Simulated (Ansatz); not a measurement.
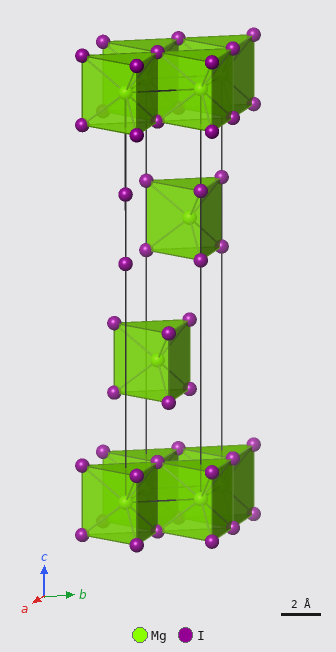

This is solid MgI2 (built on the 3R (MoS2) bulk type). The picture is a polyhedral view of the conventional cell (3 times the calculation's cell), seen slightly off an axis. Lengths and directions refer to the drawn axes.

All numbers below come from DFT, r2SCAN, plane waves, PAW in Ansatz 0.2.0. Set-up: plane-wave cutoff 500 eV; k-point mesh 8 × 8 × 8; occupations fixed; no spin polarisation.

The variant: The cell is strained by +0.4 % along c and −1.5 % across it (volume −2.6 %), the atoms keeping their fractional coordinates. No relaxation follows.

Question: What is the effect?

Answer: Among the bonded contacts that change: I–Mg 2.978 → 2.955 Å. The space group stays R3m (No. 160). The energy rises by 7.6 meV per atom. The pressure goes from 0.6 to 1.5 GPa. The principal stresses (compression positive) are 0.7 GPa along c and 1.9 GPa across it. The largest forces, 0.026 eV/Å, act on 2 I atoms of the calculation's cell.

Drawn alike, the variant:

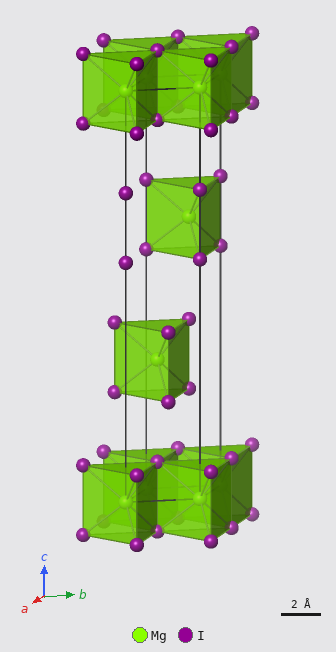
